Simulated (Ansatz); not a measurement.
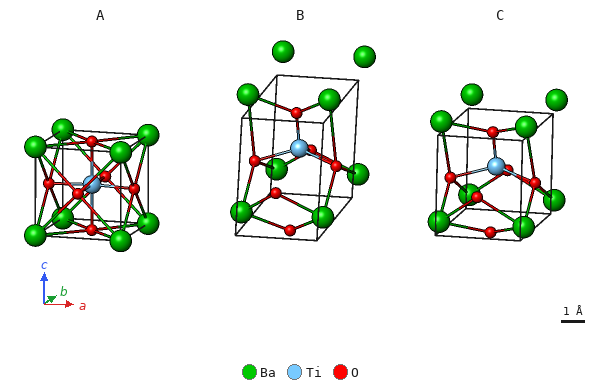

3 geometries from one relaxation of solid BaTiO3 (set up in Amm2), in shuffled order. A ball-and-stick model of the cell of the calculation, seen slightly off an axis.

Case: relaxed kmesh: [1, 1, 1] Gamma-centred.

The calculation used DFT r2SCAN, scalar-relativistic, plane waves, PAW (Ansatz 0.2.0). Set-up: plane-wave cutoff 500 eV; k-point mesh 1 × 1 × 1; occupations gaussian; smearing width 0.02 eV; no spin polarisation; cell and atoms relaxed; force threshold 0.01 eV/Å; at most 60 steps.

Q: Order the frames from highest to lowest energy.

A: A, C, B. They are steps 0, 6, 28, at +15.257 eV per cell of the calculation, +0.794 eV per cell of the calculation relative to the last. The energy falls by 15.257 eV per cell of the calculation in 24 accepted moves (28 points after the start). The largest force component goes from 22 to 0.0057 eV/Å. Pressure: 45.19 GPa at the start and −0.01 GPa at the end. The line search rejected the trial step at point 25 of the run. The SCF was repeated 3 times at an unchanged geometry on a basis and grid sized afresh for the cell, which shifted the energy by 0.201 eV per cell of the calculation at most. The largest move relative to the cell is that of the Ba atom, 1.26 Å along [0 1 1]. By element the largest moves are Ba 1.26 Å, O 0.73 Å, Ti 0.44 Å. The volume changes by +51.7 %, with a 3.984 → 3.804 Å (−4.5 %), b = c 4.018 → 5.239 Å (+30.4 %), α 89.8° → 69.1°. Among the contacts that change: Ba–O 2.891 → 5.882 Å, Ba–O 2.822 → 4.811 Å, Ba–Ti 3.437 → 5.412 Å, O–Ti 2.066 → 3.721 Å. Bonds break, among them: Ba–O (2.82 → 4.81 Å), Ba–O (2.89 → 5.88 Å), O–Ti (2.07 → 3.72 Å). Among the angles between lasting bonds that change: Ba–O–Ba 178.2° → 124.4°, Ti–O–Ti 174.8° → 133.6°, O–Ti–O 174.8° → 133.6°. The space group stays Amm2 (No. 38).
